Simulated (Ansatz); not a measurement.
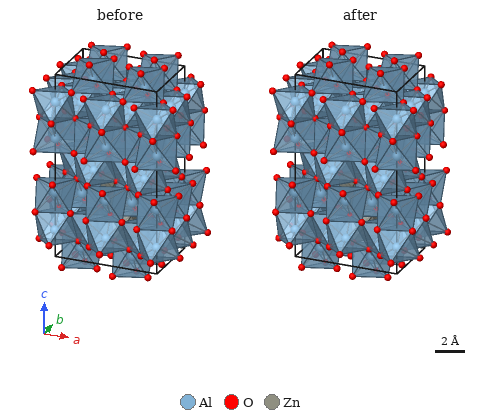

The structure of a defect cell of composition Al$_{46}$O$_{72}$Zn$_{2}$ before (left) and after (right) a relaxation, at one scale.

Style: polyhedral. Shown: the cell of the calculation, slightly off an axis.

The atoms of the start lie slightly off their symmetric places, so part of the fall in energy undoes that.

Level of theory: Ansatz 0.2.0, DFT, PBEsol, PAW, plane waves. Settings: plane-wave cutoff 420 eV; k-point mesh 1 × 1 × 1; mesh shifted by (0.25, 0.25, 0.25); no spin polarisation; atoms relaxed in a fixed cell; force threshold 0.03 eV/Å; at most 80 steps.

Summarise the run.

An O atom moves most: 0.15 Å roughly along [−1 −2 −1]. By element the largest moves are O 0.15 Å, Al 0.07 Å, Zn 0.05 Å. The lattice vectors keep their values. Some distances before and after: O–Zn 1.952 → 2.091 Å, Al–O 2.046 → 1.915 Å, O–Zn 1.826 → 1.952 Å, O–Zn 1.854 → 1.956 Å. Bond angles that change, for instance: Al–O–Al 116.6° → 126.0°, O–Al–O 105.0° → 98.0°, O–Al–O 85.1° → 91.5°. Over 4 geometry steps the energy falls by 2.262 eV per cell of the calculation. Largest force component: 2.5 eV/Å at the start, 0.022 eV/Å at the end. The run took 6 s on 1 × NVIDIA GB200 with 8 threads of Arm Neoverse-V2, peak memory 1.9 GiB.
